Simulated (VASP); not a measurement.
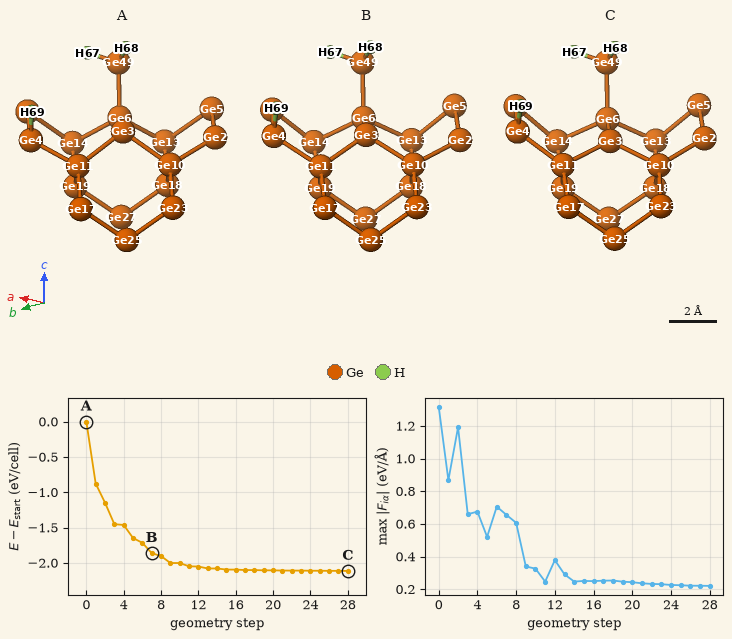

Frames of a relaxation of a slab of composition Ge₄₉H₂₀, marked on the history of the run. The picture is a ball-and-stick view of the atoms within 5.0 Å of the atom that moves most (axes of the cell of the calculation, outlined in the plane, without the vacuum (origin shifted)), seen from a free direction.

The run lets the atoms move in a fixed cell. 24 atoms are held fixed.

Method: Kohn-Sham DFT of a periodic cell, PBE with D3(BJ), VASP PAW PBE potentials, recommended in VASP.

Input
```
SYSTEM = Ge49H20
ALGO = Normal ; EDIFF = 1E-6
EDIFFG = -0.03 ; ENCUT = 400
GGA = PE ; IBRION = 2
ISIF = 2 ; ISMEAR = 0
ISYM = 0 ; IVDW = 12
LASPH = .True. ; LCHARG = .False.
LREAL = Auto ; LWAVE = .False.
NCORE = 4 ; NELM = 60
NSW = 120 ; PREC = Accurate
SIGMA = 0.05
```

Run as
```bash
cat potpaw_PBE.64/Ge_d/POTCAR potpaw_PBE.64/H/POTCAR > POTCAR
mpirun -np 8 vasp_gam > vasp.out
```

Question: What happens along the run?

Answer: The atom that moves furthest is a Ge atom (0.48 Å at 15° to the normal (−c side)). Largest moves by element: Ge 0.48 Å, H 0.35 Å. The cell doesn't change. Some distances before and after: Ge–Ge 2.708 → 2.532 Å, Ge–Ge 2.505 → 2.628 Å, Ge–Ge 2.450 → 2.563 Å, Ge–Ge 2.417 → 2.523 Å. Among the angles between lasting bonds that change: Ge–Ge–Ge 105.0° → 120.8°, Ge–Ge–Ge 105.0° → 119.1°, Ge–Ge–Ge 108.3° → 96.9°. Over 28 geometry steps the energy falls by 2.114 eV per cell of the calculation. Largest force component: 1.3 eV/Å at the start, 0.22 eV/Å at the end. From step 0 to 7: a Ge atom moves most (0.26 Å), energy −1.861 eV per cell of the calculation. From step 7 to 28: a Ge atom moves most (0.31 Å), energy −0.252 eV per cell of the calculation.
